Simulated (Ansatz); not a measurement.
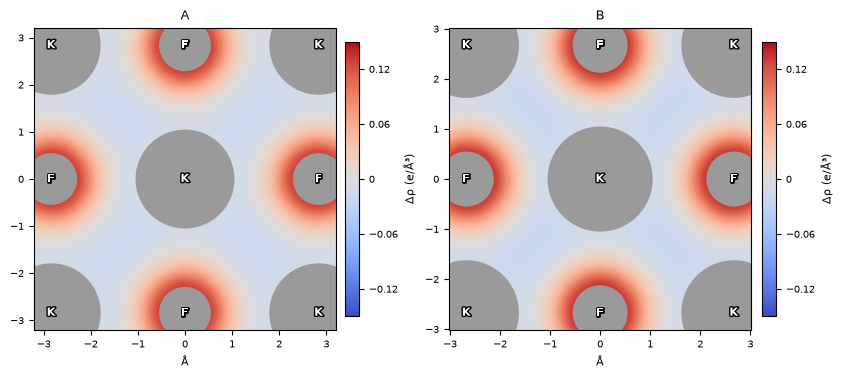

KF: deformation density on the (100) plane of the conventional cell at two volumes, with the same fractional coordinates and one colour scale. Grey discs cover the cores.

Space group Fm-3m.

All numbers below come from DFT PBE, scalar-relativistic, plane waves, PAW in Ansatz 0.2.0.

**How do the two volumes compare, and how does the bonding charge respond?**

A is the larger cell: A has 120 % of the volume of B. From B to A, F–K goes from 2.67 to 2.84 Å, and Δρ at its midpoint stays at about zero. The pressure is 1.4 GPa in B and −2.9 GPa in A. Bader charges in B: K +0.86 and F −0.86 e; in A: K +0.87 and F −0.87 e. The rearranged charge is 0.22 e an atom in B and 0.23 e in A.
